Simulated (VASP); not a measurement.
Run report: MnS, geometry relaxation

System: MnS (4 atoms in the cell).
Method: Kohn-Sham DFT of a periodic cell, vdW-DF, VASP PAW PBE potentials, recommended (VASP 6.6.1).

The structure derives from a Materials Project entry. The run did not end well. It belongs to a series of runs on one base structure; here: volume scaled by 0.88.

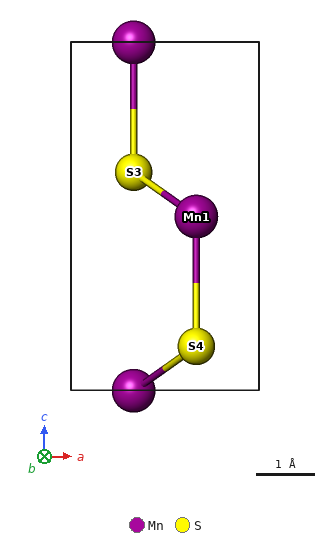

Fig. 1: The structure as given in the input (ball-and-stick view of the cell of the calculation, along the b axis; atoms are numbered from 1 in the order of the input). Near neighbours in the crystal (not all of them lie inside the picture): Mn has 4 S at 2.27 to 2.32 Å; S has 4 Mn at 2.27 to 2.32 Å.

## INCAR
```
SYSTEM = MnS
PREC = Accurate
ENCUT = 520
EDIFF = 1E-7
ISMEAR = 0
SIGMA = 0.05
LREAL = .False.
LASPH = .True.
NELM = 150
ALGO = Normal
ISIF = 2
LWAVE = .False.
LCHARG = .False.
LNONCOLLINEAR = .True.
MAGMOM = 2.309 2.309 2.309 2.309 2.309 2.309 0 0 0 0 0 0
LORBIT = 11
LMAXMIX = 4
GGA = RE
LUSE_VDW = .True.
AGGAC = 0.0
IBRION = 2
NSW = 40
EDIFFG = -0.005
```

## KPOINTS
```
regular mesh
0
Gamma
  6 6 3
  0 0 0
```

## POSCAR
```
MnS
1.0
    3.7886493953      0.0000000000      0.0000000000
   -1.8943246977      3.2810666224      0.0000000000
    0.0000000000      0.0000000000      6.0779437448
Mn S
2 2
Selective dynamics
Direct
    0.6666666667      0.3333333333      0.4988446700  F F F
    0.3333333333      0.6666666667      0.9988446700  T T T
    0.3333333333      0.6666666667      0.6261543000  T T T
    0.6666666667      0.3333333333      0.1261543000  T T T
```

Run on 1 thread of AMD EPYC (Zen 3), 64 GiB of memory available, shared host.

Launch command:
```bash
cat potpaw_PBE.64/Mn_pv/POTCAR potpaw_PBE.64/S/POTCAR > POTCAR
mpirun -np 1 vasp_ncl > vasp.out
```

## OSZICAR
```
N       E                     dE             d eps       ncg     rms          rms(c)
DAV:   1     0.451943372725E+03    0.45194E+03   -0.20740E+04 11848   0.164E+03
DAV:   2     0.273808785527E+02   -0.42456E+03   -0.40584E+03 11058   0.468E+02
DAV:   3    -0.161107891245E+02   -0.43492E+02   -0.41681E+02 13472   0.149E+02
DAV:   4    -0.181524538763E+02   -0.20417E+01   -0.20199E+01 12256   0.289E+01
DAV:   5    -0.181988537051E+02   -0.46400E-01   -0.46307E-01 12906   0.508E+00    0.173E+01
DAV:   6    -0.162644934485E+02    0.19344E+01   -0.22917E+01 13568   0.466E+01    0.149E+01
DAV:   7    -0.159517627507E+02    0.31273E+00   -0.39762E+00 11942   0.237E+01    0.956E+00
DAV:   8    -0.159833780877E+02   -0.31615E-01   -0.22405E-01 12884   0.320E+00    0.533E+00
DAV:   9    -0.159684779703E+02    0.14900E-01   -0.16947E-01 13440   0.314E+00    0.101E+00
DAV:  10    -0.159770205276E+02   -0.85426E-02   -0.30029E-02 12568   0.150E+00    0.520E-01
DAV:  11    -0.159775892433E+02   -0.56872E-03   -0.13643E-02 13056   0.137E+00    0.452E-01
DAV:  12    -0.159769594641E+02    0.62978E-03   -0.87968E-03 14322   0.111E+00    0.242E-01
DAV:  13    -0.159771497107E+02   -0.19025E-03   -0.14294E-03 12942   0.485E-01    0.171E-01
DAV:  14    -0.159772274911E+02   -0.77780E-04   -0.37457E-04 11816   0.148E-01    0.103E-01
DAV:  15    -0.159772576824E+02   -0.30191E-04   -0.26820E-04 11466   0.109E-01    0.123E-01
DAV:  16    -0.159772733134E+02   -0.15631E-04   -0.28454E-04 11048   0.105E-01    0.904E-02
DAV:  17    -0.159772855620E+02   -0.12249E-04   -0.14629E-04 10254   0.767E-02    0.107E-01
DAV:  18    -0.159772873873E+02   -0.18253E-05   -0.27200E-04 10980   0.965E-02    0.927E-02
DAV:  19    -0.159772885341E+02   -0.11468E-05   -0.16235E-04 10100   0.750E-02    0.842E-02
DAV:  20    -0.159772861346E+02    0.23995E-05   -0.96748E-05 10098   0.596E-02    0.471E-02
DAV:  21    -0.159772856407E+02    0.49387E-06   -0.80238E-05 10088   0.570E-02    0.469E-02
DAV:  22    -0.159772852886E+02    0.35209E-06   -0.73869E-05 10084   0.497E-02    0.459E-02
DAV:  23    -0.159772842204E+02    0.10682E-05   -0.34634E-05 10096   0.340E-02    0.314E-02
DAV:  24    -0.159772850802E+02   -0.85983E-06   -0.35103E-05 10080   0.339E-02    0.410E-02
DAV:  25    -0.159772836604E+02    0.14198E-05   -0.16631E-05 10098   0.255E-02    0.172E-02
```

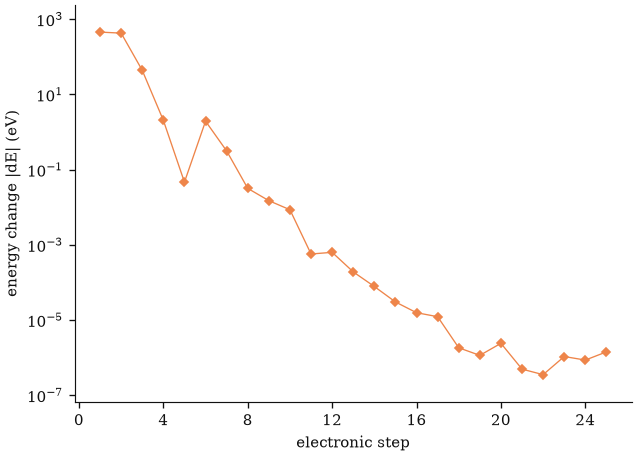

Fig. 2: Convergence of the self-consistent field: energy change |dE| against the electronic step. It takes 25 electronic steps. The density is held fixed in the first few steps, and dE rises again when its update begins.

## Parts of OUTCAR
```
SYSTEM = MnS
   PREC = Accurate
   ENCUT = 520
   EDIFF = 1E-7
   ISMEAR = 0
   LREAL = .False.
   LASPH = .True.
   NELM = 150
   ISIF = 2
   LNONCOLLINEAR = .True.
   LORBIT = 11
   GGA = RE
   IBRION = 2
   NSW = 40
   EDIFFG = -0.005

 ion  position               nearest neighbor table
   1  0.667  0.333  0.499-   4 2.27   3 2.32   3 2.32   3 2.32
   2  0.333  0.667  0.999-   3 2.27   4 2.32   4 2.32   4 2.32
   3  0.333  0.667  0.626-   2 2.27   1 2.32   1 2.32   1 2.32
   4  0.667  0.333  0.126-   1 2.27   2 2.32   2 2.32   2 2.32

  LATTYP: Found a hexagonal cell.
 ALAT       =     3.7886493953
 C/A-ratio  =     1.6042507793

  Lattice vectors:

 A1 = (   3.7886493953,   0.0000000000,   0.0000000000)
 A2 = (  -1.8943246977,   3.2810666224,   0.0000000000)
 A3 = (   0.0000000000,   0.0000000000,   6.0779437448)

Analysis of symmetry for initial positions (statically):
=====================================================================
 Subroutine PRICEL returns:
 Original cell was already a primitive cell.

 Routine SETGRP: Setting up the symmetry group for a
 hexagonal supercell.

 Subroutine GETGRP returns: Found 12 space group operations
 (whereof  6 operations were pure point group operations)
 out of a pool of 24 trial point group operations.

The static configuration has the point symmetry C_3v.
 The point group associated with its full space group is C_6v.

Analysis of symmetry for dynamics (positions and initial velocities):
=====================================================================
 Subroutine PRICEL returns:
 Original cell was already a primitive cell.

 Routine SETGRP: Setting up the symmetry group for a
 hexagonal supercell.

 Subroutine GETGRP returns: Found 12 space group operations
 (whereof  6 operations were pure point group operations)
 out of a pool of 24 trial point group operations.

The dynamic configuration has the point symmetry C_3v.
 The point group associated with its full space group is C_6v.

Analysis of constrained symmetry for selective dynamics:
=====================================================================
 Subroutine PRICEL returns:
 Original cell was already a primitive cell.

 Routine SETGRP: Setting up the symmetry group for a
 hexagonal supercell.

 Subroutine GETGRP returns: Found  6 space group operations
 (whereof  6 operations were pure point group operations)
 out of a pool of 24 trial point group operations.

The constrained configuration has the point symmetry C_3v.

Analysis of structural, dynamic, and magnetic symmetry:
=====================================================================
 Subroutine PRICEL returns:
 Original cell was already a primitive cell.

 Routine SETGRP: Setting up the symmetry group for a
 hexagonal supercell.

 Subroutine GETGRP returns: Found  1 space group operations
 (whereof  1 operations were pure point group operations)
 out of a pool of 24 trial point group operations.

The overall configuration has the point symmetry C_1 .

 Subroutine INISYM returns: Found  1 space group operations
 (whereof  1 operations are pure point group operations),
 and found     1 'primitive' translations

----------------------------------------------------------------------------------------

                                     Primitive cell

  volume of cell :      75.5538

  direct lattice vectors                    reciprocal lattice vectors
     3.788649395  0.000000000  0.000000000     0.263946303  0.152389469  0.000000000
    -1.894324698  3.281066622  0.000000000     0.000000000  0.304778938  0.000000000
     0.000000000  0.000000000  6.077943745     0.000000000  0.000000000  0.164529328

  length of vectors
     3.788649395  3.788649395  6.077943745     0.304778938  0.304778938  0.164529328

  position of ions in fractional coordinates (direct lattice)
     0.666666667  0.333333333  0.498844670
     0.333333333  0.666666667  0.998844670
     0.333333333  0.666666667  0.626154300
     0.666666667  0.333333333  0.126154300

  ion indices of the primitive-cell ions
   primitive index   ion index
                 1           1
                 2           2
                 3           3
                 4           4

----------------------------------------------------------------------------------------

 KPOINTS: regular mesh

Automatic generation of k-mesh.
 Grid dimensions read from file:
 generate k-points for:    6    6    3

 Generating k-lattice:

  Cartesian coordinates                     Fractional coordinates (reciprocal lattice)
     0.043991050  0.025398245  0.000000000     0.166666667  0.000000000  0.000000000
     0.000000000  0.050796490  0.000000000     0.000000000  0.166666667  0.000000000
     0.000000000  0.000000000  0.054843109     0.000000000  0.000000000  0.333333333

  Length of vectors
     0.050796490  0.050796490  0.054843109

  Shift w.r.t. Gamma in fractional coordinates (k-lattice)
     0.000000000  0.000000000  0.000000000

 Subroutine IBZKPT returns following result:
 ===========================================

 Found    108 irreducible k-points:

 Following reciprocal coordinates:
            Coordinates               Weight
  0.000000  0.000000  0.000000      1.000000
  0.166667 -0.000000  0.000000      1.000000
 -0.166667  0.000000  0.000000      1.000000
  0.000000  0.166667  0.000000      1.000000
  0.000000 -0.166667  0.000000      1.000000
 -0.166667  0.166667  0.000000      1.000000
  0.166667 -0.166667  0.000000      1.000000
  0.333333  0.000000  0.000000      1.000000
 -0.333333  0.000000  0.000000      1.000000
  0.000000  0.333333  0.000000      1.000000
  0.000000 -0.333333  0.000000      1.000000
 -0.333333  0.333333  0.000000      1.000000
  0.333333 -0.333333  0.000000      1.000000
  0.500000  0.000000  0.000000      1.000000
  0.000000  0.500000  0.000000      1.000000
  0.500000  0.500000  0.000000      1.000000
  0.166667  0.166667  0.000000      1.000000
 -0.166667 -0.166667  0.000000      1.000000
 -0.166667  0.333333  0.000000      1.000000
  0.166667 -0.333333  0.000000      1.000000
 -0.333333  0.166667  0.000000      1.000000
  0.333333 -0.166667  0.000000      1.000000
  0.333333  0.166667  0.000000      1.000000
 -0.333333 -0.166667  0.000000      1.000000
 [... further k-points ...]
   k-points           NKPTS =    108   k-points in BZ     NKDIM =    108   number of bands    NBANDS=     50
   number of dos      NEDOS =    301   number of ions     NIONS =      4
   total plane-waves  NPLWV =  37632
   dimension x,y,z NGX =    28 NGY =   28 NGZ =   48
   dimension x,y,z NGXF=    56 NGYF=   56 NGZF=   96
   ions per type =               2   2
   NGX,Y,Z   is equivalent  to a cutoff of  12.29, 12.29, 13.13 a.u.
   NGXF,Y,Z  is equivalent  to a cutoff of  24.57, 24.57, 26.26 a.u.
 SYSTEM =  MnS
   PREC   = accura    normal or accurate (medium, high low for compatibility)
   ISTART =      0    job   : 0-new  1-cont  2-samecut
   ICHARG =      2    charge: 1-file 2-atom 10-const
   ISPIN  =      1    spin polarized calculation?
   LNONCOLLINEAR =      T non collinear calculations
   LSORBIT =      F    spin-orbit coupling
   LASPH  =      T    aspherical Exc in radial PAW
   ENCUT  =  520.0 eV  38.22 Ry    6.18 a.u.   7.04  7.04 11.30*2*pi/ulx,y,z
   NELM   =    150;   NELMIN=  2; NELMDL= -5     # of ELM steps
   EDIFF  = 0.1E-06   stopping-criterion for ELM
   LREAL  =      F    real-space projection
   EDIFFG = -.5E-02   stopping-criterion for IOM
   NSW    =     40    number of steps for IOM
   IBRION =      2    ionic relax: 0-MD 1-quasi-New 2-CG
   NFREE  =      1    steps in history (QN), initial steepest desc. (CG)
   ISIF   =      2    stress and relaxation
   ISYM   =      2    0-nonsym 1-usesym 2-fastsym
   POTIM  = 0.5000    time-step for ionic-motion
   TEBEG  =    0.0;   TEEND  =   0.0 temperature during run
   PSTRESS=    0.0 pullay stress
   NELECT =      38.0000    total number of electrons
   NUPDOWN=      -1.0000    fix difference up-down
   EMIN   =  10.00;   EMAX   =-10.00  energy-range for DOS
   EFERMI =   0.00;   METHOD = LEGACY
   ISMEAR =     0;   SIGMA  =   0.05  broadening in eV -4-tet -1-fermi 0-gaus
   EFERMI_NEDOS =   21; number of points for ismear=-14 and -15
   IALGO  =     38    algorithm
   IMIX   =      4    mixing-type and parameters
     AMIX     =   0.40;   BMIX     =  1.00
     AMIX_MAG =   1.60;   BMIX_MAG =  1.00
  volume/ion in A,a.u.               =      18.89       127.47
  Fermi-wavevector in a.u.,A,eV,Ry     =   1.301919  2.460270 23.061783  1.694993
  Thomas-Fermi vector in A             =   2.433021
   LORBIT       =     11    0 simple, 1 ext, 2 COOP (PROOUT), +10 PAW based schemes
   GGA     = RE    functional components
   LHFCALC =     F    Hartree Fock is set to
   AEXX    =    0.0000 exact exchange contribution
   IVDW_NL    =     1    kernel type
   BPARAM     = 6.3000
   IVDW    =     0    specifies the selected vdW correction
   LEPSILON=     F    determine dielectric tensor
   LRPA    =     F    only Hartree local field effects (RPA)
 conjugate gradient relaxation of ions
 Gauss-broadening in eV      SIGMA  =   0.05
  energy-cutoff  :      520.00
  volume of cell :       75.55
 maximum number of plane-waves:      4088
   NGX = 15   NGY = 15   NGZ = 23

Total vdW correction in eV:      6.7788850

 number of electron      37.9999994 magnetization       5.1729362      5.1731142      5.1730453

 Free energy of the ion-electron system (eV)
  ---------------------------------------------------
  ext. energy  EPLUGINS =         0.00000000
  ---------------------------------------------------
  free energy    TOTEN  =       -15.97728366 eV

  energy without entropy =      -15.96954375  energy(sigma->0) =      -15.97341371

------------------------ aborting loop because hard stop was set ---------------------------------------

 total charge

# of ion       s       p       d       tot
------------------------------------------
    1        0.290   6.267   5.013  11.571
    2        0.290   6.267   5.013  11.571
    3        1.333   2.513   0.000   3.846
    4        1.333   2.513   0.000   3.846
--------------------------------------------------
tot          3.246  17.561  10.026  30.834

 magnetization (x)

# of ion       s       p       d       tot
------------------------------------------
    1        0.026   0.045   2.216   2.286
    2        0.026   0.045   2.216   2.287
    3        0.006   0.032   0.000   0.037
    4        0.006   0.032   0.000   0.038
--------------------------------------------------
tot          0.064   0.153   4.432   4.648

 magnetization (y)

# of ion       s       p       d       tot
------------------------------------------
    1        0.026   0.045   2.216   2.287
    2        0.026   0.045   2.216   2.287
    3        0.006   0.032   0.000   0.037
    4        0.006   0.032   0.000   0.038
--------------------------------------------------
tot          0.064   0.153   4.432   4.649

 magnetization (z)

# of ion       s       p       d       tot
------------------------------------------
    1        0.026   0.045   2.216   2.287
    2        0.026   0.045   2.216   2.286
    3        0.006   0.032   0.000   0.037
    4        0.006   0.032   0.000   0.038
--------------------------------------------------
tot          0.064   0.153   4.432   4.649
```

## Outcome

| quantity | value |
| --- | --- |
| outcome | stopped at the time limit |
| space group (tolerance 0.01 Å) | P6₃mc (186) |
| wall time | 26 min |

## What went wrong

The run was cut off by its time limit, so the output is incomplete.
